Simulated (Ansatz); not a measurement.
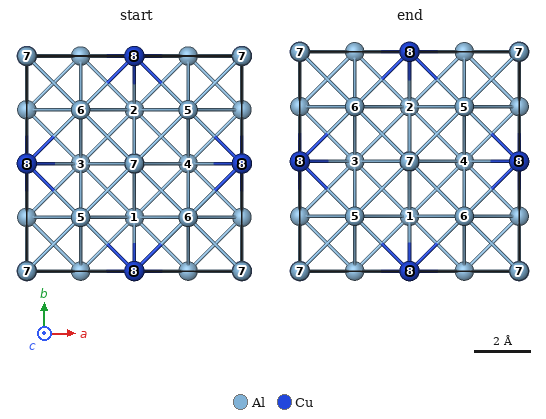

The structure of solid Al7Cu (a generated structure, set up in Fm-3m) (coarse preliminary run) before (left) and after (right) a relaxation, at one scale.

Style: ball-and-stick. Shown: the conventional cell (4 times the calculation's cell), along the c axis. Lengths and directions refer to the drawn axes.

These are results of DFT PBE, scalar-relativistic, plane waves, PAW (Ansatz 0.2.0), not measurements.

The input:
```yaml
crystal:
  lattice:
    - [0.0, 3.89803437, 3.89803437]
    - [3.89803437, 0.0, 3.89803437]
    - [3.89803437, 3.89803437, 0.0]
  atoms:
    - { symbol: Al, position: [0.5, 0.0, 0.0] }
    - { symbol: Al, position: [0.0, 0.5, 0.5] }
    - { symbol: Al, position: [0.0, 0.5, 0.0] }
    - { symbol: Al, position: [0.5, 0.0, 0.5] }
    - { symbol: Al, position: [0.0, 0.0, 0.5] }
    - { symbol: Al, position: [0.5, 0.5, 0.0] }
    - { symbol: Al, position: [0.0, 0.0, 0.0] }
    - { symbol: Cu, position: [0.5, 0.5, 0.5] }
basis:
  ecutwfc: 420
kpoints:
  mp_grid: { grid: [4, 4, 4] }
hamiltonian:
  xc: pbe
scf:
  occupations: { method: gaussian, width: 0.1 }
  lower_state_search: "off"
output:
  forces: true
  stress: true
  eigenvalues: true
relax:
  adjacent_minimum: "off"
  f_tol: 0.04
  max_steps: 70
  cell: { stress_tol: 0.4 }
```

Run as
```bash
ansatz run input.yaml --threads 1 --pin off --max-ram 2048MiB --backend cpu --events-out ev --progress --plain --runs-dir out
```

**Summarise the run.**

After 1 accepted move (2 points after the start) the energy has fallen by 0.123 eV per cell of the calculation. All forces vanish by symmetry, so only the cell relaxes. Pressure: 5.86 GPa at the start and 0.00 GPa at the end. The SCF was repeated once at an unchanged geometry on a basis and grid sized afresh for the cell, which shifted the energy by 4.4 meV per cell of the calculation at most. No atom moves by more than 0.005 Å relative to the cell. The volume changes by +6.0 %, with a = b = c 7.796 → 7.949 Å (+2.0 %). Some distances before and after: Al1–Al3 2.756 → 2.810 Å, Al1–Cu8 2.756 → 2.810 Å. The space group stays Fm-3m (No. 225). The run took 5.8 s on 1 thread of Intel(R) Xeon(R) Platinum 8275CL CPU @ 3.00GHz (Skylake/Cascade Lake), with other jobs on the host, peak memory 0.45 GiB.
